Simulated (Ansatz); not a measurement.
## Geometry relaxation, with input and output: NbN (part 4 of 4)

NbN (slab, 42 atoms in the cell); DFT PBE, scalar-relativistic, plane waves, PAW, no spin polarisation (Ansatz 0.2.0); cutoff 420 eV, 3×8×1 k-mesh, Gaussian smearing of 0.1 eV. The structure derives from an entry of the Crystallography Open Database. The input holds or restrains some coordinates. Forces given for the steps count only the free coordinates. It belongs to a series of runs on one base structure; here: stripe over 1.5 of 3 cells, two steps.

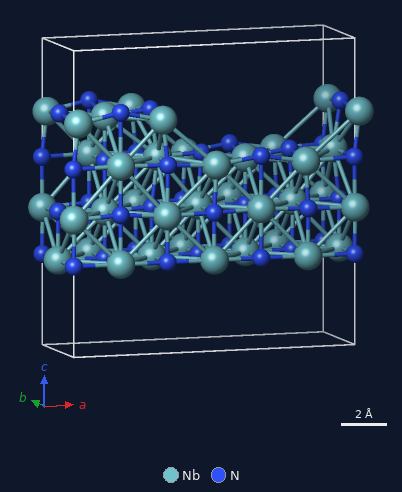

Fig. 1: The geometry at step 6 of the log (ball-and-stick view of the cell of the calculation, with the vacuum cut short, seen slightly off an axis).

Output, continued:
```
--- Relaxed structure (11 steps of the walk, 9 accepted, 0 SCFs on fresh bases) ---
  F+E_penalty+E_count = -103691.48421604 eV   max|allowed force component| = 1.240e-2 eV/Å
  atoms:
    - { symbol: Nb, position: [0.16666666666666669, 0.0, 0.08050529590000001] }
    - { symbol: N, position: [1.666666804567285e-11, 0.0, 0.08050529590000001] }
    - { symbol: Nb, position: [0.16666666666666669, 0.5, 0.19398467155898066] }
    - { symbol: N, position: [0.0009495801562112007, 0.5, 0.19985256705294582] }
    - { symbol: Nb, position: [0.0015045967760891612, 0.0, 0.1933942520342139] }
    - { symbol: N, position: [0.16666666666666669, 0.0, 0.19970473889273754] }
    - { symbol: Nb, position: [1.666666804567285e-11, 0.5, 0.08050529590000001] }
    - { symbol: N, position: [0.16666666666666669, 0.5, 0.08050529590000001] }
    - { symbol: Nb, position: [0.5000000000166668, 0.0, 0.08050529590000001] }
    - { symbol: N, position: [0.3333333333166667, 0.0, 0.08050529590000001] }
    - { symbol: Nb, position: [0.4974115396729584, 0.5, 0.19852174352774574] }
    - { symbol: N, position: [0.33238375317712215, 0.5, 0.19985256705294582] }
    - { symbol: Nb, position: [0.33182873655724426, 0.0, 0.1933942520342139] }
    - { symbol: N, position: [0.49878455540806343, 0.0, 0.19541824349055992] }
    - { symbol: Nb, position: [0.3333333333166667, 0.5, 0.08050529590000001] }
    - { symbol: N, position: [0.5000000000166668, 0.5, 0.08050529590000001] }
    - { symbol: Nb, position: [0.8333333333166667, 0.0, 0.08050529590000001] }
    - { symbol: N, position: [0.6666666666666669, 0.0, 0.08050529590000001] }
    - { symbol: Nb, position: [0.8359217936603748, 0.5, 0.19852174352774574] }
    - { symbol: N, position: [0.6666666666666669, 0.5, 0.19478814330813454] }
    - { symbol: Nb, position: [0.6666666666666669, 0.0, 0.1991585786502746] }
    - { symbol: N, position: [0.8345487779252702, 0.0, 0.19541824349055992] }
    - { symbol: Nb, position: [0.6666666666666669, 0.5, 0.08050529590000001] }
    - { symbol: N, position: [0.8333333333166667, 0.5, 0.08050529590000001] }
    - { symbol: Nb, position: [0.16666666666666669, 0.0, 0.31909417033623505] }
    - { symbol: N, position: [-0.0013466082391205296, 0.0, 0.3162016816261534] }
    - { symbol: Nb, position: [-0.02120801516674115, 0.5, 0.3226934518904954] }
    - { symbol: N, position: [0.16666666666666669, 0.5, 0.3166689308145148] }
    - { symbol: Nb, position: [0.5074307109064128, 0.0, 0.3104251171362361] }
    - { symbol: N, position: [0.33467994157245384, 0.0, 0.3162016816261534] }
    - { symbol: Nb, position: [0.3545413485000745, 0.5, 0.3226934518904954] }
    - { symbol: N, position: [0.5098910053655524, 0.5, 0.32486778581524195] }
    - { symbol: Nb, position: [0.8259026224269207, 0.0, 0.3104251171362361] }
    - { symbol: N, position: [0.6666666666666669, 0.0, 0.32715449744005914] }
    - { symbol: Nb, position: [0.6666666666666669, 0.5, 0.30801885652058114] }
    - { symbol: N, position: [0.8234423279677808, 0.5, 0.32486778581524195] }
    - { symbol: Nb, position: [0.16666666666666669, 0.5, 0.42553697133457274] }
    - { symbol: N, position: [0.005161739484205695, 0.5, 0.4373142823825115] }
    - { symbol: Nb, position: [0.015968658058005708, 0.0, 0.4263074905541789] }
    - { symbol: N, position: [0.16666666666666669, 0.0, 0.4482886212978416] }
    - { symbol: N, position: [0.32817159384912764, 0.5, 0.4373142823825115] }
    - { symbol: Nb, position: [0.31736467527532763, 0.0, 0.4263074905541789] }
```

Trajectory as extended XYZ (Å, eV, eV/Å), 5 of the 11 frames kept, from step=1 to step=11:
```
42
Lattice="13.2646 0.0000 0.0000 0.0000 4.4215 0.0000 0.0000 0.0000 18.6323" Properties=species:S:1:pos:R:3:forces:R:3 step=1 energy=-103688.76809
Nb    2.2108    0.0000    1.5000    0.0000   0.0000   2.2710
N     0.0000    0.0000    1.5000   -0.0294   0.0000  -1.3594
Nb    2.2108    2.2108    3.7108    0.0000   0.0000  -0.5761
N     0.0000    2.2108    3.7108   -0.1203   0.0000  -1.0011
Nb    0.0000    0.0000    3.7108   -0.0271   0.0000  -0.8193
N     2.2108    0.0000    3.7108    0.0000   0.0000  -0.7295
Nb    0.0000    2.2108    1.5000   -0.2680   0.0000   2.2764
N     2.2108    2.2108    1.5000    0.0000   0.0000  -1.1547
Nb    6.6323    0.0000    1.5000    0.2312   0.0000   2.0538
N     4.4215    0.0000    1.5000    0.0294   0.0000  -1.3594
Nb    6.6323    2.2108    3.7108   -0.0438   0.0000  -0.1464
N     4.4215    2.2108    3.7108    0.1203   0.0000  -1.0011
Nb    4.4215    0.0000    3.7108    0.0271   0.0000  -0.8193
N     6.6323    0.0000    3.7108   -0.0328   0.0000  -0.3529
Nb    4.4215    2.2108    1.5000    0.2680   0.0000   2.2764
N     6.6323    2.2108    1.5000   -0.1171   0.0000  -1.6438
Nb   11.0539    0.0000    1.5000   -0.2312   0.0000   2.0538
N     8.8431    0.0000    1.5000    0.0000   0.0000  -1.5453
Nb   11.0539    2.2108    3.7108    0.0438   0.0000  -0.1464
N     8.8431    2.2108    3.7108    0.0000   0.0000  -0.0077
Nb    8.8431    0.0000    3.7108    0.0000   0.0000  -0.3470
N    11.0539    0.0000    3.7108    0.0328   0.0000  -0.3529
Nb    8.8431    2.2108    1.5000    0.0000   0.0000   1.8943
N    11.0539    2.2108    1.5000    0.1171   0.0000  -1.6438
Nb    2.2108    0.0000    5.9215    0.0000   0.0000   0.8785
N     0.0000    0.0000    5.9215   -0.0518   0.0000   1.1258
Nb    0.0000    2.2108    5.9215   -0.7605   0.0000   1.3406
N     2.2108    2.2108    5.9215    0.0000   0.0000   1.2274
Nb    6.6323    0.0000    5.9215    0.4137   0.0000  -0.6269
N     4.4215    0.0000    5.9215    0.0518   0.0000   1.1258
Nb    4.4215    2.2108    5.9215    0.7605   0.0000   1.3406
N     6.6323    2.2108    5.9215    0.2362   0.0000   0.8443
Nb   11.0539    0.0000    5.9215   -0.4137   0.0000  -0.6269
N     8.8431    0.0000    5.9215    0.0000   0.0000   1.3674
Nb    8.8431    2.2108    5.9215    0.0000   0.0000  -1.6888
N    11.0539    2.2108    5.9215   -0.2362   0.0000   0.8443
Nb    2.2108    2.2108    8.1323    0.0000   0.0000  -2.2412
N     0.0000    2.2108    8.1323   -0.2435   0.0000   0.9939
Nb    0.0000    0.0000    8.1323    1.9954   0.0000  -2.9377
N     2.2108    0.0000    8.1323    0.0000   0.0000   1.1573
N     4.4215    2.2108    8.1323    0.2435   0.0000   0.9939
Nb    4.4215    0.0000    8.1323   -1.9954   0.0000  -2.9377
42
Lattice="13.2646 0.0000 0.0000 0.0000 4.4215 0.0000 0.0000 0.0000 18.6323" Properties=species:S:1:pos:R:3:forces:R:3 step=3 energy=-103691.23415
Nb    2.2108    0.0000    1.5000    0.0000   0.0000   1.8747
N     0.0000    0.0000    1.5000   -0.0491   0.0000  -1.8849
Nb    2.2108    2.2108    3.6475    0.0000   0.0000   0.0095
N    -0.0124    2.2108    3.6540   -0.0024   0.0000   0.0443
Nb   -0.0043    0.0000    3.6143    0.0656   0.0000  -0.1403
N     2.2108    0.0000    3.6696    0.0000   0.0000   0.3655
Nb    0.0000    2.2108    1.5000   -0.1115   0.0000   1.6190
N     2.2108    2.2108    1.5000    0.0000   0.0000  -1.6352
Nb    6.6323    0.0000    1.5000   -0.0969   0.0000   1.2457
N     4.4215    0.0000    1.5000    0.0491   0.0000  -1.8849
Nb    6.6297    2.2108    3.7104   -0.2334   0.0000  -0.1607
N     4.4339    2.2108    3.6540    0.0024   0.0000   0.0443
Nb    4.4258    0.0000    3.6143   -0.0656   0.0000  -0.1403
N     6.6347    0.0000    3.6349   -0.0688   0.0000   0.0484
Nb    4.4215    2.2108    1.5000    0.1115   0.0000   1.6190
N     6.6323    2.2108    1.5000   -0.0745   0.0000  -1.3194
Nb   11.0539    0.0000    1.5000    0.0969   0.0000   1.2457
N     8.8431    0.0000    1.5000    0.0000   0.0000  -1.0947
Nb   11.0564    2.2108    3.7104    0.2334   0.0000  -0.1607
N     8.8431    2.2108    3.6413    0.0000   0.0000  -0.1441
Nb    8.8431    0.0000    3.7257    0.0000   0.0000   0.0325
N    11.0515    0.0000    3.6349    0.0688   0.0000   0.0484
Nb    8.8431    2.2108    1.5000    0.0000   0.0000   1.2110
N    11.0539    2.2108    1.5000    0.0745   0.0000  -1.3194
Nb    2.2108    0.0000    5.9563    0.0000   0.0000  -0.9249
N    -0.0248    0.0000    5.8928    0.1431   0.0000  -0.3729
Nb   -0.1248    2.2108    6.0009   -0.7889   0.0000  -0.0911
N     2.2108    2.2108    5.8931    0.0000   0.0000  -0.3374
Nb    6.7131    0.0000    5.7875    0.2758   0.0000  -0.0569
N     4.4464    0.0000    5.8928   -0.1431   0.0000  -0.3729
Nb    4.5464    2.2108    6.0009    0.7889   0.0000  -0.0911
N     6.7094    2.2108    5.9995   -0.0935   0.0000   0.1665
Nb   10.9730    0.0000    5.7875   -0.2758   0.0000  -0.0569
N     8.8431    0.0000    6.0746    0.0000   0.0000   0.1965
Nb    8.8431    2.2108    5.7338    0.0000   0.0000   0.2982
N    10.9768    2.2108    5.9995    0.0935   0.0000   0.1665
Nb    2.2108    2.2108    7.9162    0.0000   0.0000   0.4750
N     0.0297    2.2108    8.1780    0.2723   0.0000  -0.3160
Nb    0.2069    0.0000    7.9109   -0.2410   0.0000   0.9630
N     2.2108    0.0000    8.2989    0.0000   0.0000   0.1782
N     4.3919    2.2108    8.1780   -0.2723   0.0000  -0.3160
Nb    4.2147    0.0000    7.9109    0.2410   0.0000   0.9630
42
Lattice="13.2646 0.0000 0.0000 0.0000 4.4215 0.0000 0.0000 0.0000 18.6323" Properties=species:S:1:pos:R:3:forces:R:3 step=6 energy=-103691.47545
Nb    2.2108    0.0000    1.5000    0.0000   0.0000   2.0513
N     0.0000    0.0000    1.5000   -0.1079   0.0000  -2.0185
Nb    2.2108    2.2108    3.6196    0.0000   0.0000  -0.0239
N     0.0021    2.2108    3.7019    0.0661   0.0000   0.0331
Nb    0.0121    0.0000    3.5995    0.0262   0.0000   0.0487
N     2.2108    0.0000    3.7223    0.0000   0.0000  -0.1297
Nb    0.0000    2.2108    1.5000   -0.1163   0.0000   1.9183
N     2.2108    2.2108    1.5000    0.0000   0.0000  -1.9277
Nb    6.6323    0.0000    1.5000    0.0000   0.0000   1.2806
N     4.4215    0.0000    1.5000    0.1079   0.0000  -2.0185
Nb    6.6061    2.2108    3.7043    0.0069   0.0000  -0.0204
N     4.4195    2.2108    3.7019   -0.0661   0.0000   0.0331
Nb    4.4095    0.0000    3.5995   -0.0262   0.0000   0.0487
N     6.6204    0.0000    3.6434   -0.0171   0.0000   0.0054
Nb    4.4215    2.2108    1.5000    0.1163   0.0000   1.9183
N     6.6323    2.2108    1.5000   -0.0129   0.0000  -1.2682
Nb   11.0539    0.0000    1.5000    0.0000   0.0000   1.2806
N     8.8431    0.0000    1.5000    0.0000   0.0000  -1.0628
Nb   11.0801    2.2108    3.7043   -0.0069   0.0000  -0.0204
N     8.8431    2.2108    3.6381    0.0000   0.0000  -0.0339
Nb    8.8431    0.0000    3.7250    0.0000   0.0000  -0.0836
N    11.0658    0.0000    3.6434    0.0171   0.0000   0.0054
Nb    8.8431    2.2108    1.5000    0.0000   0.0000   1.0708
N    11.0539    2.2108    1.5000    0.0129   0.0000  -1.2682
Nb    2.2108    0.0000    5.9324    0.0000   0.0000   0.0476
N    -0.0226    0.0000    5.8834    0.0324   0.0000  -0.0070
Nb   -0.2726    2.2108    5.9942   -0.0805   0.0000   0.0355
N     2.2108    2.2108    5.8848    0.0000   0.0000   0.0073
Nb    6.7371    0.0000    5.7895   -0.0322   0.0000  -0.0114
N     4.4442    0.0000    5.8834   -0.0324   0.0000  -0.0070
Nb    4.6941    2.2108    5.9942    0.0805   0.0000   0.0355
N     6.7639    2.2108    6.0660   -0.0674   0.0000  -0.0738
Nb   10.9490    0.0000    5.7895    0.0322   0.0000  -0.0114
N     8.8431    0.0000    6.1099    0.0000   0.0000  -0.0114
Nb    8.8431    2.2108    5.7447    0.0000   0.0000   0.0687
N    10.9222    2.2108    6.0660    0.0674   0.0000  -0.0738
Nb    2.2108    2.2108    7.9082    0.0000   0.0000   0.1174
N     0.0615    2.2108    8.1300    0.0639   0.0000   0.0348
Nb    0.2142    0.0000    7.9322   -0.0362   0.0000   0.0218
N     2.2108    0.0000    8.3469    0.0000   0.0000  -0.0469
N     4.3601    2.2108    8.1300   -0.0639   0.0000   0.0348
Nb    4.2073    0.0000    7.9322    0.0362   0.0000   0.0218
42
Lattice="13.2646 0.0000 0.0000 0.0000 4.4215 0.0000 0.0000 0.0000 18.6323" Properties=species:S:1:pos:R:3:forces:R:3 step=9 energy=-103691.48229
Nb    2.2108    0.0000    1.5000    0.0000   0.0000   2.0282
N     0.0000    0.0000    1.5000   -0.1227   0.0000  -1.9733
Nb    2.2108    2.2108    3.6168    0.0000   0.0000  -0.0118
N     0.0102    2.2108    3.7128    0.0146   0.0000   0.0367
Nb    0.0175    0.0000    3.6053    0.0019   0.0000  -0.0352
N     2.2108    0.0000    3.7174    0.0000   0.0000   0.0090
Nb    0.0000    2.2108    1.5000   -0.1253   0.0000   1.9551
N     2.2108    2.2108    1.5000    0.0000   0.0000  -1.9090
Nb    6.6323    0.0000    1.5000   -0.0105   0.0000   1.3020
N     4.4215    0.0000    1.5000    0.1227   0.0000  -1.9733
Nb    6.5987    2.2108    3.6993    0.0257   0.0000  -0.0034
N     4.4113    2.2108    3.7128   -0.0146   0.0000   0.0367
Nb    4.4041    0.0000    3.6053   -0.0019   0.0000  -0.0352
N     6.6189    0.0000    3.6404   -0.0182   0.0000   0.0059
Nb    4.4215    2.2108    1.5000    0.1253   0.0000   1.9551
N     6.6323    2.2108    1.5000   -0.0066   0.0000  -1.3080
Nb   11.0539    0.0000    1.5000    0.0105   0.0000   1.3020
N     8.8431    0.0000    1.5000    0.0000   0.0000  -1.1327
Nb   11.0875    2.2108    3.6993   -0.0257   0.0000  -0.0034
N     8.8431    2.2108    3.6338    0.0000   0.0000  -0.0278
Nb    8.8431    0.0000    3.7162    0.0000   0.0000  -0.0463
N    11.0673    0.0000    3.6404    0.0182   0.0000   0.0059
Nb    8.8431    2.2108    1.5000    0.0000   0.0000   1.0777
N    11.0539    2.2108    1.5000    0.0066   0.0000  -1.3080
Nb    2.2108    0.0000    5.9420    0.0000   0.0000  -0.0004
N    -0.0169    0.0000    5.8874   -0.0228   0.0000   0.0097
Nb   -0.2782    2.2108    6.0055    0.0005   0.0000   0.0028
N     2.2108    2.2108    5.9030    0.0000   0.0000  -0.0644
Nb    6.7330    0.0000    5.7842   -0.0238   0.0000   0.0035
N     4.4384    0.0000    5.8874    0.0228   0.0000   0.0097
Nb    4.6997    2.2108    6.0055   -0.0005   0.0000   0.0028
N     6.7606    2.2108    6.0544    0.0320   0.0000  -0.0231
Nb   10.9531    0.0000    5.7842    0.0238   0.0000   0.0035
N     8.8431    0.0000    6.1001    0.0000   0.0000  -0.0012
Nb    8.8431    2.2108    5.7420    0.0000   0.0000   0.0173
N    10.9256    2.2108    6.0544   -0.0320   0.0000  -0.0231
Nb    2.2108    2.2108    7.9287    0.0000   0.0000  -0.0140
N     0.0662    2.2108    8.1370   -0.0091   0.0000   0.0472
Nb    0.2114    0.0000    7.9379    0.0003   0.0000   0.0022
N     2.2108    0.0000    8.3464    0.0000   0.0000   0.0311
N     4.3553    2.2108    8.1370    0.0091   0.0000   0.0472
Nb    4.2102    0.0000    7.9379   -0.0003   0.0000   0.0022
42
Lattice="13.2646 0.0000 0.0000 0.0000 4.4215 0.0000 0.0000 0.0000 18.6323" Properties=species:S:1:pos:R:3:forces:R:3 step=11 energy=-103691.48422
Nb    2.2108    0.0000    1.5000    0.0000   0.0000   2.0308
N     0.0000    0.0000    1.5000   -0.1243   0.0000  -1.9709
Nb    2.2108    2.2108    3.6144    0.0000   0.0000  -0.0043
N     0.0126    2.2108    3.7237    0.0019   0.0000  -0.0010
Nb    0.0200    0.0000    3.6034    0.0017   0.0000  -0.0087
N     2.2108    0.0000    3.7210    0.0000   0.0000   0.0017
Nb    0.0000    2.2108    1.5000   -0.1298   0.0000   1.9852
N     2.2108    2.2108    1.5000    0.0000   0.0000  -1.9323
Nb    6.6323    0.0000    1.5000   -0.0058   0.0000   1.3188
N     4.4215    0.0000    1.5000    0.1243   0.0000  -1.9709
Nb    6.5980    2.2108    3.6989   -0.0025   0.0000  -0.0050
N     4.4089    2.2108    3.7237   -0.0019   0.0000  -0.0010
Nb    4.4016    0.0000    3.6034   -0.0017   0.0000  -0.0087
N     6.6162    0.0000    3.6411    0.0014   0.0000  -0.0034
Nb    4.4215    2.2108    1.5000    0.1298   0.0000   1.9852
N     6.6323    2.2108    1.5000   -0.0049   0.0000  -1.3126
Nb   11.0539    0.0000    1.5000    0.0058   0.0000   1.3188
N     8.8431    0.0000    1.5000    0.0000   0.0000  -1.1706
Nb   11.0882    2.2108    3.6989    0.0025   0.0000  -0.0050
N     8.8431    2.2108    3.6294    0.0000   0.0000  -0.0015
Nb    8.8431    0.0000    3.7108    0.0000   0.0000  -0.0124
N    11.0700    0.0000    3.6411   -0.0014   0.0000  -0.0034
Nb    8.8431    2.2108    1.5000    0.0000   0.0000   1.0626
N    11.0539    2.2108    1.5000    0.0049   0.0000  -1.3126
Nb    2.2108    0.0000    5.9455    0.0000   0.0000   0.0035
N    -0.0179    0.0000    5.8916   -0.0022   0.0000   0.0007
Nb   -0.2813    2.2108    6.0125   -0.0077   0.0000   0.0107
N     2.2108    2.2108    5.9003    0.0000   0.0000  -0.0119
Nb    6.7309    0.0000    5.7839   -0.0047   0.0000  -0.0038
N     4.4394    0.0000    5.8916    0.0022   0.0000   0.0007
Nb    4.7029    2.2108    6.0125    0.0077   0.0000   0.0107
N     6.7635    2.2108    6.0530    0.0015   0.0000  -0.0069
Nb   10.9553    0.0000    5.7839    0.0047   0.0000  -0.0038
N     8.8431    0.0000    6.0956    0.0000   0.0000  -0.0005
Nb    8.8431    2.2108    5.7391    0.0000   0.0000   0.0071
N    10.9227    2.2108    6.0530   -0.0015   0.0000  -0.0069
Nb    2.2108    2.2108    7.9287    0.0000   0.0000   0.0049
N     0.0685    2.2108    8.1482   -0.0117   0.0000   0.0017
Nb    0.2118    0.0000    7.9431   -0.0031   0.0000   0.0058
N     2.2108    0.0000    8.3527    0.0000   0.0000   0.0019
N     4.3531    2.2108    8.1482    0.0117   0.0000   0.0017
Nb    4.2097    0.0000    7.9431    0.0031   0.0000   0.0058
```

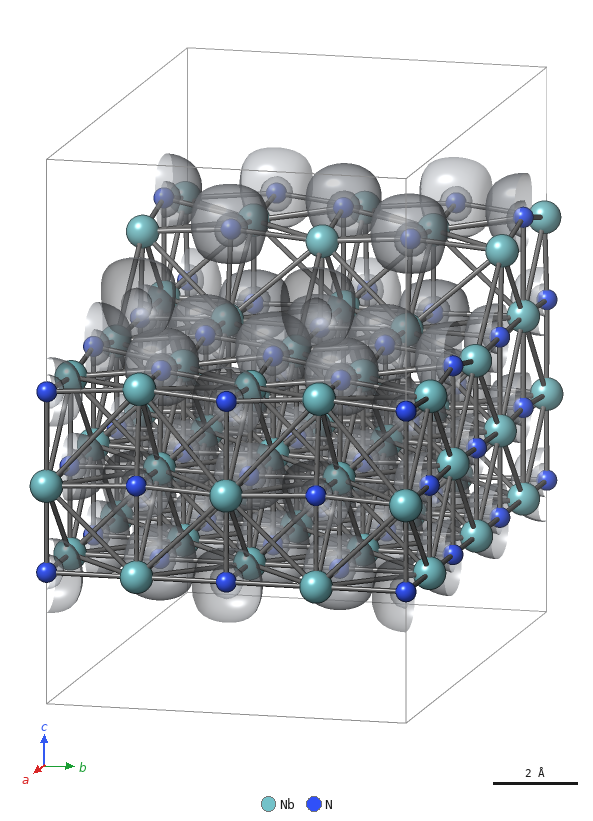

Fig. 2: Isosurface of the electron localisation function at 0.65 (grey), seen slightly off an axis. Core shells and regions of very low density are left out. Sticks mark near contacts. Values along the shortest contacts: Nb–N (2.03 Å): the ELF peaks at about 0.80 in the valence shell of N, 0.6 Å from its nucleus, and drops to about 0.30 between the two atoms (no shared pair; the contact is polar). Nb–Nb (2.83 Å): the ELF is about 0.30 at the midpoint (no localised pair between them). The fields are those of the smooth PAW valence density.

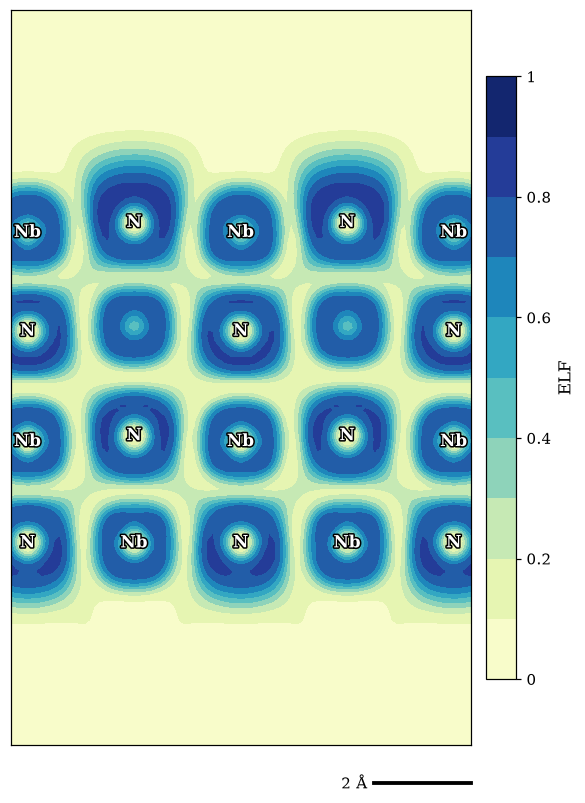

Fig. 3: Electron localisation function on the (100) plane of the calculation cell, a cut from vacuum to vacuum. The section cuts through N and Nb sites. Nb–N (2.10 Å): the ELF peaks at about 0.80 in the valence shell of N, 0.6 Å from its nucleus, and drops to about 0.20 between the two atoms (a polar contact without a shared pair, in a metal). Nb–N (2.21 Å): the ELF peaks at about 0.80 in the valence shell of N, 0.6 Å from its nucleus, and drops to about 0.15 between the two atoms (no shared pair; the contact is polar). Nb–N (2.21 Å): the ELF peaks at about 0.80 in the valence shell of N, 0.6 Å from its nucleus, and drops to about 0.15 between the two atoms; a polar contact without a shared pair, in a metal. Nb–N (2.29 Å): the ELF peaks at about 0.80 in the valence shell of N, 0.6 Å from its nucleus, and drops to about 0.15 between the two atoms (a polar contact without a shared pair, in a metal). The strong features right at Nb lie inside the PAW spheres (semicore, d or f shells) and say nothing about bonding.
